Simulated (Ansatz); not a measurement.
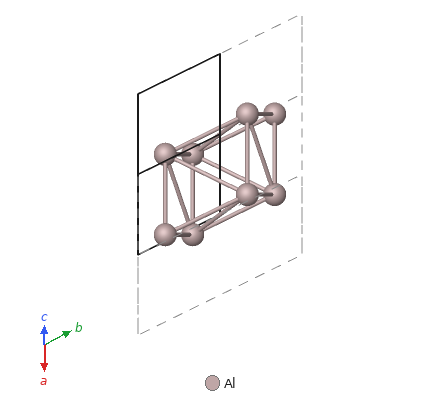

Al (P6_3/mmc, No. 194): a calculation's starting geometry; the starting structure was generated, so it need not be a known form of this composition.

```cif
data_structure
_symmetry_space_group_name_H-M 'P6_3/mmc'
_symmetry_Int_Tables_number 194
_cell_length_a 2.8966
_cell_length_b 2.8966
_cell_length_c 4.6598
_cell_angle_alpha 90.000
_cell_angle_beta 90.000
_cell_angle_gamma 120.000
_cell_volume 33.86
loop_
_atom_site_label
_atom_site_type_symbol
_atom_site_symmetry_multiplicity
_atom_site_Wyckoff_symbol
_atom_site_fract_x
_atom_site_fract_y
_atom_site_fract_z
_atom_site_occupancy
Al1 Al 2 c 0.33333 0.66667 0.25000 1
```

**What will a Z-contrast image along [101] show? Simulation: incoherent imaging, intensity Z^1.7 per atom, probe width 0.50 Å, thin sample. Shot noise and the speckle of an amorphous layer were added.**

The columns repeat on a centred rectangular net of 2.46 × 5.02 Å (plane group c2mm). All columns are alike (Al). The shortest distance between visible columns is 0.84 Å in projection. Along the beam the structure repeats every 5.49 Å.

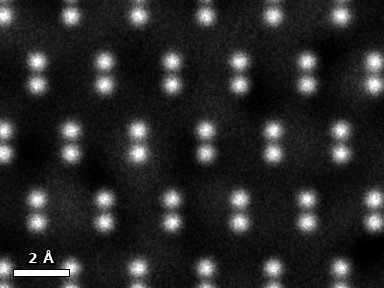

The simulated image.
